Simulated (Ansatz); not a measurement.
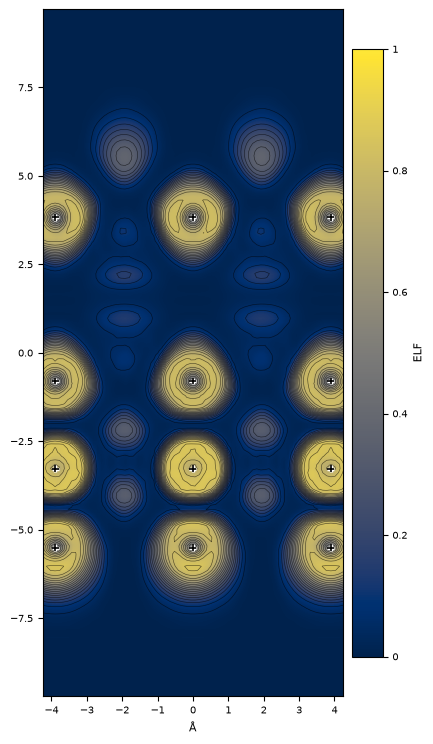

The ELF on a plane through atoms (crosses mark nuclei in the plane).

Level of theory: DFT PBE, scalar-relativistic, plane waves, PAW in Ansatz 0.2.0.

Candidates:
A. TaN (slab), a = 2.95 Å, b = 4.14 Å, c = 24.90 Å, α = 90.00°, β = 90.00°, γ = 110.90°. 
B. Al (slab), a = 2.86 Å, b = 4.04 Å, c = 25.00 Å, α = 90.00°, β = 90.00°, γ = 90.00°. 
C. Ca3F8 (slab), a = 3.90 Å, b = 3.90 Å, c = 26.14 Å, α = 90.00°, β = 90.00°, γ = 120.00°. 

### Which candidate gave the map?

Candidate C: Ca3F8 on the (010) plane of the calculation cell, a cut from vacuum to vacuum, which holds F and Ca. Ca–F (2.24 Å): the ELF peaks at about 0.85 in the valence shell of F, 0.6 Å from its nucleus, and drops to about 0.05 between the two atoms: no shared electron pair shows on this line.
